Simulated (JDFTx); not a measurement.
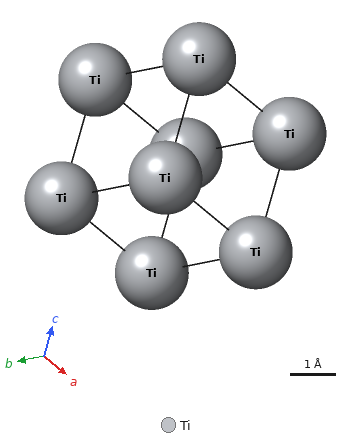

Figure 1. The structure as given in the input (spheres-only view of the cell of the calculation, seen at an oblique angle).

Run report: Ti, geometry relaxation

- system: Ti (I4/mmm, 1 atom in the cell)
- method: Kohn-Sham DFT of a periodic cell, PBEsol, PseudoDojo-SR-PBEsol-0.4.1-standard, no spin polarisation (JDFTx 1.7.0 (patched build))

The structure derives from an entry of the Crystallography Open Database. It belongs to a series of runs on one base structure; here: relaxed cell strained by 0.01 in Voigt component 1.

**Input file**
```
lattice \
   -3.0635421040     3.0635421040     3.0635421040 \
    3.0332100040    -3.0332100040     3.0332100040 \
    3.0332100040     3.0332100040    -3.0332100040
coords-type Lattice
ion Ti     0.0000000000     0.0000000000     0.0000000000 1

ion-species pseudo/Ti.upf
elec-cutoff 42
elec-ex-corr gga-PBEsol
kpoint-folding 11 11 11
elec-smearing Fermi 0.0018374661
elec-n-bands 11
electronic-SCF nIterations 100 energyDiffThreshold 1e-10
electronic-minimize nIterations 30 energyDiffThreshold 1e-7
forces-output-coords Cartesian
ionic-minimize nIterations 20 energyDiffThreshold 1e-8 knormThreshold 2e-5

dump-name run.$VAR
dump End Ecomponents EigStats BandEigs Kpoints Forces Stress ElecDensity Dtot KEdensity
```

Run on 1 thread of Intel Xeon @ 2.90GHz (Ice Lake), 16 GiB of memory available, shared host.

Launched with:
```bash
jdftx -c 1 -i Ti.in -o Ti.out
```

**Log**
```
*************** JDFTx 1.7.0 (patched build) ***************

Input parsed successfully to the following command list (including defaults):
[... the input with its defaults ...]

---------- Setting up symmetries ----------

Found 16 point-group symmetries of the bravais lattice
Found 16 space-group symmetries with basis
Applied RMS atom displacement 0 bohrs to make symmetries exact.

---------- Initializing the Grid ----------
R =
[     -3.06354      3.06354      3.06354  ]
[      3.03321     -3.03321      3.03321  ]
[      3.03321      3.03321     -3.03321  ]
unit cell volume = 112.743
G =
[ -2.76196e-17    1.03573    1.03573  ]
[    1.02548 -3.20595e-17    1.03573  ]
[    1.02548    1.03573 -3.20595e-17  ]
Minimum fftbox size, Smin = [  32  32  32  ]
Chosen fftbox size, S = [  32  32  32  ]

---------- Exchange Correlation functional ----------
Initalized PBEsol GGA exchange.
Initalized PBEsol GGA correlation.

---------- Setting up pseudopotentials ----------
Width of ionic core gaussian charges (only for fluid interactions / plotting) set to 0

Reading pseudopotential file 'pseudo/Ti.upf':
  'Ti' pseudopotential, 'PBESOL' functional
  Generated using ONCVPSP code by D. R. Hamann
  12 valence electrons, 4 orbitals, 6 projectors, 1001 radial grid points, with lMax = 2
    3S    l: 0   occupation:  2.0   eigenvalue: -2.295026
    3P    l: 1   occupation:  6.0   eigenvalue: -1.424955
    3D    l: 2   occupation:  2.0   eigenvalue: -0.157121
    4S    l: 0   occupation:  2.0   eigenvalue: -0.164537
  Core radius for overlap checks: 1.61 bohrs.

Initialized 1 species with 1 total atoms.

Folded 1 k-points by 11x11x11 to 1331 k-points.

---------- Setting up k-points, bands, fillings ----------
Reduced to 126 k-points under symmetry.
Computing the number of bands and number of electrons
Calculating initial fillings.
nElectrons:  12.000000   nBands: 11   nStates: 126

----- Setting up reduced wavefunction bases (one per k-point) -----
average nbasis = 1466.010 , ideal nbasis = 1465.739

---------- Setting up ewald sum ----------
Optimum gaussian width for ewald sums = 1.900168 bohr.
Real space sum over 2197 unit cells with max indices [  6  6  6  ]
Reciprocal space sum over 2197 terms with max indices [  6  6  6  ]

---------- Allocating electronic variables ----------
Initializing wave functions:  linear combination of atomic orbitals
Note: number of bands (11) exceeds available atomic orbitals (10)
Ti pseudo-atom occupations:   s ( 2 2 )  p ( 6 )  d ( 2 )
	FillingsUpdate:  mu: +0.552648746  nElectrons: 12.000000
LCAOMinimize: Iter:   0  F: -58.2442294477806755  |grad|_K:  3.389e-04  alpha:  1.000e+00
	FillingsUpdate:  mu: +0.546634547  nElectrons: 12.000000
LCAOMinimize: Iter:   1  F: -58.2447928070203673  |grad|_K:  1.089e-06  alpha:  6.462e-01  linmin:  2.622e-03  cgtest: -1.237e-02
	FillingsUpdate:  mu: +0.546635136  nElectrons: 12.000000
LCAOMinimize: Iter:   2  F: -58.2447928158098307  |grad|_K:  7.151e-08  alpha:  9.725e-01  linmin:  2.373e-03  cgtest: -1.187e-02
	FillingsUpdate:  mu: +0.546635306  nElectrons: 12.000000
LCAOMinimize: Iter:   3  F: -58.2447928158382737  |grad|_K:  5.083e-09  alpha:  7.151e-01  linmin: -1.015e-01  cgtest:  4.993e-01
LCAOMinimize: Encountered beta<0, resetting CG.
LCAOMinimize: Converged (|Delta F|<1.000000e-06 for 2 iters).

-------- Electronic minimization -----------
Will mix electronic density at each iteration.
	FillingsUpdate:  mu: +0.546635306  nElectrons: 12.000000
	FillingsUpdate:  mu: +0.526030826  nElectrons: 12.000000
SCF: Cycle:  0   F: -58.265798582755011   dF: -2.101e-02   |Residual|: 1.216e-01   |deigs|: 4.838e-02
	FillingsUpdate:  mu: +0.504012933  nElectrons: 12.000000
SCF: Cycle:  1   F: -58.282358314828222   dF: -1.656e-02   |Residual|: 1.723e-02   |deigs|: 3.854e-02
	FillingsUpdate:  mu: +0.500464574  nElectrons: 12.000000
SCF: Cycle:  2   F: -58.282795176434803   dF: -4.369e-04   |Residual|: 8.258e-03   |deigs|: 5.767e-03
	FillingsUpdate:  mu: +0.501599999  nElectrons: 12.000000
SCF: Cycle:  3   F: -58.282794523350162   dF: +6.531e-07   |Residual|: 4.835e-03   |deigs|: 2.256e-03
	FillingsUpdate:  mu: +0.500935483  nElectrons: 12.000000
SCF: Cycle:  4   F: -58.282817764062720   dF: -2.324e-05   |Residual|: 6.602e-04   |deigs|: 1.176e-03
	FillingsUpdate:  mu: +0.501021008  nElectrons: 12.000000
SCF: Cycle:  5   F: -58.282817867828172   dF: -1.038e-07   |Residual|: 5.948e-04   |deigs|: 1.337e-04
	FillingsUpdate:  mu: +0.500918474  nElectrons: 12.000000
SCF: Cycle:  6   F: -58.282818386833149   dF: -5.190e-07   |Residual|: 7.665e-05   |deigs|: 1.789e-04
	FillingsUpdate:  mu: +0.500911701  nElectrons: 12.000000
SCF: Cycle:  7   F: -58.282818409115158   dF: -2.228e-08   |Residual|: 6.521e-05   |deigs|: 1.859e-05
	FillingsUpdate:  mu: +0.500914024  nElectrons: 12.000000
SCF: Cycle:  8   F: -58.282818417611608   dF: -8.496e-09   |Residual|: 2.967e-05   |deigs|: 1.889e-05
	FillingsUpdate:  mu: +0.500918807  nElectrons: 12.000000
SCF: Cycle:  9   F: -58.282818420512235   dF: -2.901e-09   |Residual|: 8.192e-06   |deigs|: 1.696e-05
	FillingsUpdate:  mu: +0.500919961  nElectrons: 12.000000
SCF: Cycle: 10   F: -58.282818420984093   dF: -4.719e-10   |Residual|: 4.570e-06   |deigs|: 1.037e-05
	FillingsUpdate:  mu: +0.500920976  nElectrons: 12.000000
SCF: Cycle: 11   F: -58.282818421126450   dF: -1.424e-10   |Residual|: 1.578e-06   |deigs|: 1.022e-05
	FillingsUpdate:  mu: +0.500921001  nElectrons: 12.000000
SCF: Cycle: 12   F: -58.282818421151909   dF: -2.546e-11   |Residual|: 1.474e-06   |deigs|: 1.403e-05
	FillingsUpdate:  mu: +0.500921474  nElectrons: 12.000000
SCF: Cycle: 13   F: -58.282818421161082   dF: -9.173e-12   |Residual|: 6.752e-07   |deigs|: 2.042e-05
SCF: Converged (|Delta E|<1.000000e-10 for 2 iters).

Setting wave functions to eigenvectors of Hamiltonian

# Stress tensor in Cartesian coordinates [Eh/a0^3]:
[  2.43848e-05            0            0  ]
[            0  4.39029e-05            0  ]
[            0            0  4.39029e-05  ]

# Ionic positions in lattice coordinates:
ion Ti   0.000000000000000   0.000000000000000   0.000000000000000 1

# Forces in Cartesian coordinates:
force Ti   0.000000000000000   0.000000000000000   0.000000000000000 1

# Energy components:
   Eewald =      -43.0495618757019116
       EH =       11.8335829047090755
     Eloc =      -43.4013651465946779
      Enl =        0.4355590499055907
      Exc =       -8.6529628184948866
 Exc_core =        1.0143044046978249
       KE =       23.5383474812897830
-------------------------------------
     Etot =      -58.2820960001892061
       TS =        0.0007224209718767
-------------------------------------
        F =      -58.2828184211610818

IonicMinimize: Iter:   0  F: -58.282818421161082  |grad|_K:  0.000e+00
IonicMinimize: Converged (|grad|_K<2.000000e-05).

#--- Lowdin population analysis ---
# oxidation-state Ti +0.112

Dumping 'run.eigStats' ...
	eMin: -1.563412 at state 0 ( [ +0.000000 +0.000000 +0.000000 ] spin 0 )
	HOMO: +0.500808 at state 46 ( [ +0.090909 +0.181818 -0.363636 ] spin 0 )
	mu  : +0.500921
	LUMO: +0.500943 at state 70 ( [ +0.090909 -0.454545 -0.181818 ] spin 0 )
	eMax: +1.153017 at state 0 ( [ +0.000000 +0.000000 +0.000000 ] spin 0 )
	HOMO-LUMO gap: +0.000134
	Optical gap  : +0.005460 at state 67 ( [ +0.090909 -0.454545 -0.454545 ] spin 0 )
Done!
```

**Results in brief**

- outcome: converged
- space group (tolerance 0.01 Å): I4/mmm (139)
- electrons treated: 12
- free energy: −1585.9563 eV
- Fermi energy: 13.631 eV
- gap on the k-point mesh: none (metallic)
- pressure: −1.10 GPa
- final volume: 16.71 Å³
- largest force (length of the vector): under 0.001 eV/Å
- wall time: 37 s
- peak memory: 0.12 GiB
